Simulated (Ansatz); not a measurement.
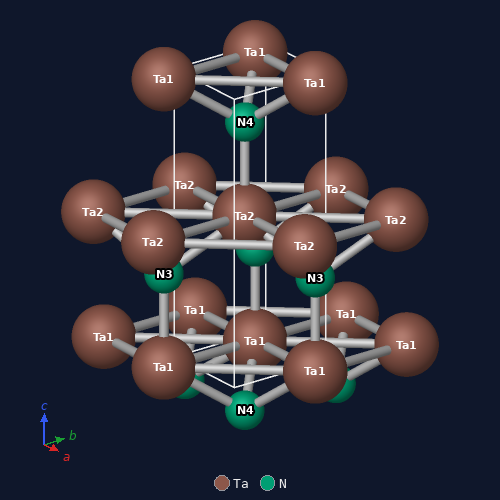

The system is TaN (P6_3mc, No. 186; 4 atoms in the cell); the picture shows the reference structure. 
- The energy is mapped over two homogeneous strains (x along [1 0 0], y along [1 2 0], z along [0 0 1] of the conventional cell).
- The first coordinate is: strain +e along x and -e along y; the second: strain +e along z and -e/2 along x and y.
- Nothing is relaxed (fractional coordinates fixed).
- Grid: 5 × 5 points.
- Points are written as (first, second).
- Energies: meV/atom, counted from the lowest grid point.
- Theory: DFT PBEsol, scalar-relativistic, plane waves, PAW in Ansatz 0.2.0. Settings: cutoff 520 eV, k-mesh 15×15×8 in the order of the run's cell vectors, gaussian smearing 0.15 eV, no spin polarisation.

Its coordinates:

```xyz
4
Lattice="3.1220 0.0000 0.0000 -1.5610 2.7037 0.0000 0.0000 0.0000 6.0516" Properties=species:S:1:pos:R:3 pbc="T T T"
Ta    0.0000    1.8025    0.1822
Ta    1.5610    0.9012    3.2080
N     0.0000    1.8025    2.1477
N     1.5610    0.9012    5.1735
```

The input of one point:

```yaml
crystal:
  lattice:
    - [3.1219875651, 0.0, 0.0]
    - [-1.5609937826, 2.7037205417, 0.0]
    - [0.0, 0.0, 6.05162987]
  atoms:
    - { symbol: Ta, position: [0.3333333333, 0.6666666667, 0.0301041378] }
    - { symbol: Ta, position: [0.6666666667, 0.3333333333, 0.5301041378] }
    - { symbol: "N", position: [0.3333333333, 0.6666666667, 0.3548958622] }
    - { symbol: "N", position: [0.6666666667, 0.3333333333, 0.8548958622] }
basis:
  ecutwfc: 520.0
kpoints:
  mp_grid: { grid: [15, 15, 8] }
hamiltonian:
  xc: pbesol
  pseudopotentials: { kind: paw, azcp: { folder: soft_1 } }
scf:
  occupations: { method: gaussian, width: 0.15 }
output:
  forces: true
  stress: true
  eigenvalues: true
  write_density: true
  write_potential: true
  elf: true
  volumetric_format: npy
```

Range: strain +e along x and -e along y from −15.0 to 15.0 %; strain +e along z and -e/2 along x and y from −15.0 to 15.0 %.

### Predict the map.

The lowest grid point is at (0.0 %, 0.0 %). It is the only kind of minimum in the scanned range. The highest grid point, (−15.0 %, 15.0 %), lies 1251 meV/atom above the lowest. Round the minimum the two coordinates are nearly uncoupled.

```
second ↓, first →  −15.0  −7.5  0.0  7.5  15.0
             15.0   1251   642  449  625  1074
              7.5    767   282  127  278   685
              0.0    491   119    0  120   476
             −7.5    523   256  170  263   566
            −15.0   1022   850  790  863  1121
```

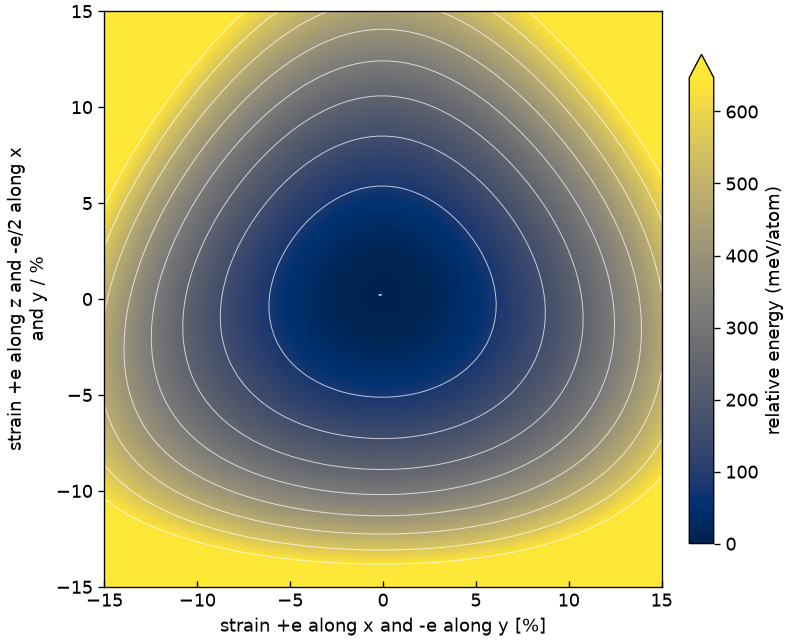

The picture shows a smooth colour map with a few white contour lines, one colour for all values above the top of the scale. Between grid points the surface is interpolated.

Each point was launched as `ansatz run input.yaml --threads 2 --pin off --max-ram 4096MiB --backend cpu --events-out ev --progress --plain --runs-dir out`. Time for the 25 points that were run: 17 min on 2 threads of Arm Neoverse N1 (shared host).
